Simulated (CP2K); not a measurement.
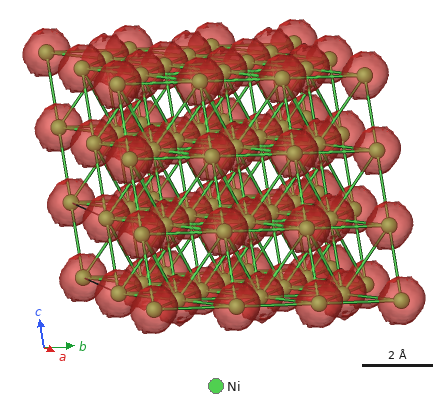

The picture shows: Ni. Isosurfaces of the spin density (up minus down) at +0.1 (red) and −0.1 e/Å³ (blue), seen slightly off an axis. Sticks mark near contacts.

Space group P-1; a structure from a database of computed crystals, not necessarily the ambient phase; changed on purpose from its base cell (cell strained at random at fixed volume); spin-polarised.

These are results of Kohn-Sham DFT of a periodic cell, PBEsol, GTH-PBE with UZH-TZVP basis (short-range sets on d metals) (CP2K 2026.2), not measurements.

The density is the valence pseudo-density of a pseudopotential calculation; it isn't the true density close to the nuclei.

```cif
data_structure
_symmetry_space_group_name_H-M 'P 1'
_symmetry_Int_Tables_number 1
_cell_length_a 4.2026
_cell_length_b 2.4636
_cell_length_c 2.4930
_cell_angle_alpha 89.640
_cell_angle_beta 125.607
_cell_angle_gamma 90.035
_cell_volume 20.98
loop_
_atom_site_label
_atom_site_type_symbol
_atom_site_fract_x
_atom_site_fract_y
_atom_site_fract_z
_atom_site_occupancy
Ni1 Ni 0.00000 0.00000 0.00000 1
Ni2 Ni 0.50000 0.50000 0.00000 1
```

Q: Describe the spin distribution.

A: The spin density sits on Ni: +0.6 μB (×2) in one cell of 2 atoms: parallel moments, as they must be, since the calculation's own cell holds one magnetic site. The cell of the calculation (1 atoms) carries 0.6 μB of net spin moment. Only one sign reaches the isovalue.
